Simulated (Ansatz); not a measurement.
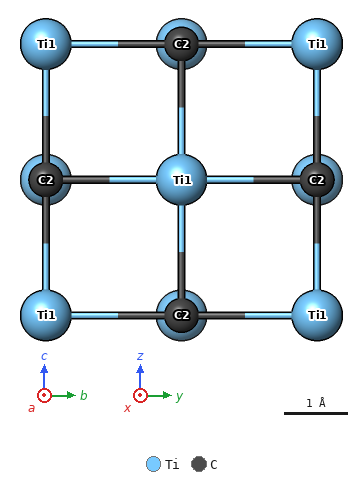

Solid TiC (Fm-3m): the cell is strained in shear in the yz plane, with the atoms kept at their fractional coordinates. x, y and z are the Cartesian axes of the input. The picture shows the reference cell. The picture is a ball-and-stick view of the conventional cell (4 times the calculation's cell), seen along the a axis. Lengths and directions refer to the drawn axes.

Method: DFT PBE, scalar-relativistic, plane waves, PAW in Ansatz 0.2.0. Set-up: plane-wave cutoff 420 eV; k-point mesh 24 × 24 × 24; occupations gaussian; smearing width 0.15 eV; no spin polarisation. Energies (free energies at the smearing named) are counted from the relaxed crystal.

Input
```yaml
crystal:
  lattice:
    - [0.0, 2.1664615241, 2.1664615241]
    - [2.1664615241, 0.0, 2.1664615241]
    - [2.1664615241, 2.1664615241, 0.0]
  atoms:
    - { symbol: Ti, position: [0.0, 0.0, 0.0] }
    - { symbol: C, position: [0.5, 0.5, 0.5] }
basis:
  ecutwfc: 420
kpoints:
  mp_grid: { grid: [24, 24, 24] }
hamiltonian:
  xc: pbe
scf:
  occupations: { method: gaussian, width: 0.15 }
output:
  forces: true
  stress: true
  eigenvalues: true
  write_density: true
  write_potential: true
  elf: true
  volumetric_format: npy
```

Run as
```bash
ansatz run input.yaml --threads 1 --pin off --max-ram 2560MiB --backend cpu --events-out ev --progress --plain --runs-dir out
```

Question: What energies does the calculation give (the strain: −0.0600, −0.0450, −0.0300, −0.0150, 0.0000, 0.0075, 0.0150, 0.0225, 0.0300, 0.0375, 0.0450, 0.0525, 0.0600)?

Answer:
```
engineering shear strain  E − E(ref) (meV/atom)
                 −0.0600                   19.3
                 −0.0450                   10.9
                 −0.0300                    4.8
                 −0.0150                    1.2
                  0.0000                    0.0
                  0.0075                    0.3
                  0.0150                    1.2
                  0.0225                    2.7
                  0.0300                    4.8
                  0.0375                    7.5
                  0.0450                   10.9
                  0.0525                   14.8
                  0.0600                   19.3
```

Points that are alike by symmetry were computed once.

Of the computed points the lowest is at the strain 0.00, 0.0 meV/atom. The curvature at zero strain, (1/V) d²E/dε², is about 170 GPa; it is C₄₄ with clamped ions. The distortion takes the space group from Fm-3m to Immm. At the strain −0.06 the cell of the drawing goes b 4.333 → 4.335 Å, c 4.333 → 4.335 Å, α 90.0° → 93.4°.

As a plot (hollow markers are points alike by symmetry):

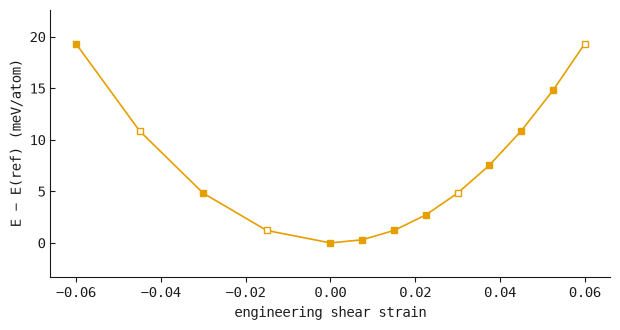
